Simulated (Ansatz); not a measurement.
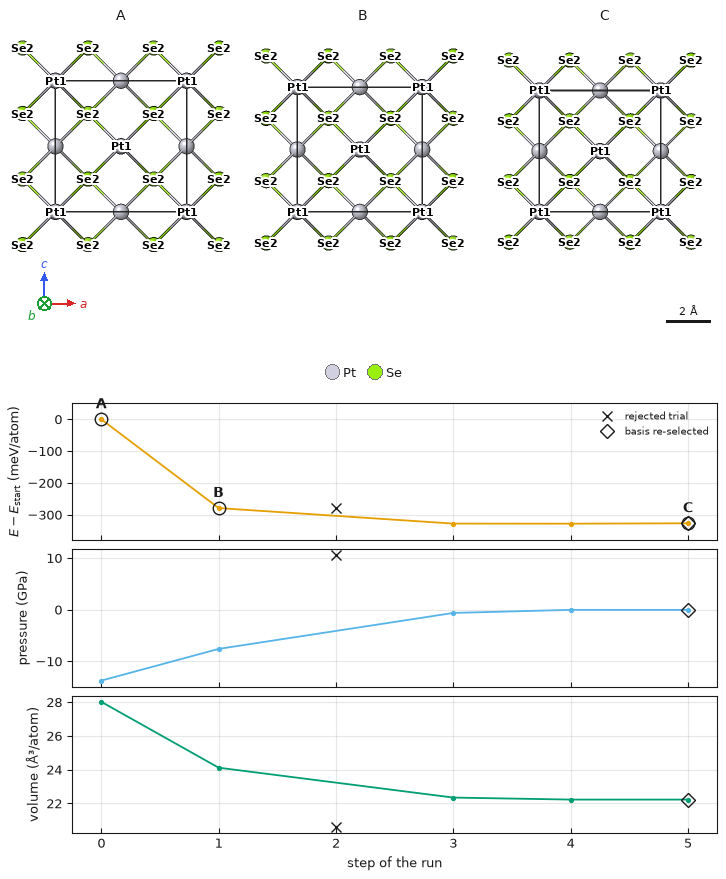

Frames of a relaxation of crystalline PtSe (a generated structure, set up in F-43m), marked on the history of the run. The picture is a ball-and-stick view of the conventional cell (4 times the calculation's cell), seen along the b axis. Lengths and directions refer to the drawn axes.

The run lets cell and atoms move.

Theory: Kohn-Sham DFT of a periodic cell, PBE0, Ansatz PAW in Ansatz.

Input
```yaml
crystal:
  lattice:
    - [0.0, 3.03744723, 3.03744723]
    - [3.03744723, 0.0, 3.03744723]
    - [3.03744723, 3.03744723, 0.0]
  atoms:
    - { symbol: Pt, position: [0.0, 0.0, 0.0] }
    - { symbol: Se, position: [0.25, 0.25, 0.25] }
hamiltonian:
  xc: pbe0
  pseudopotentials: { kind: paw }
kpoints:
  mp_grid: { grid: [4, 4, 4] }
scf:
  occupations: { method: fermi_dirac, width: 0.05 }
output:
  forces: true
  stress: true
  eigenvalues: true
  write_density: true
  write_potential: true
  elf: true
  volumetric_format: npy
relax:
  f_tol: 0.01
  max_steps: 40
  cell: { stress_tol: 0.05 }
```

Q: What happens along the run?

A: The atoms keep their places relative to the cell (all moves are under 0.005 Å). Cell: a = b = c 6.075 → 5.624 Å (−7.4 %). Volume −20.7 %. Among the contacts that change: Pt1–Se2 2.631 → 2.435 Å. The space group stays F-43m (No. 216). The energy falls by 326 meV per atom in 3 accepted moves (5 points after the start). All forces vanish by symmetry, so only the cell relaxes. Pressure: −13.71 GPa at the start and −0.02 GPa at the end. The line search rejected the trial step at point 2 of the run. The SCF was repeated once at an unchanged geometry on a basis and grid sized afresh for the cell, which shifted the energy by 1.2 meV per atom at most. The run took 36 s on 1 × NVIDIA H100 80GB HBM3 with 2 threads of AMD EPYC 7R13 Processor (Zen 3) (shared host), peak memory 1.9 GiB. From step 0 to 1: volume −13.9 %, energy −279 meV per atom. From step 1 to 5: volume −7.8 %, energy −47.8 meV per atom.
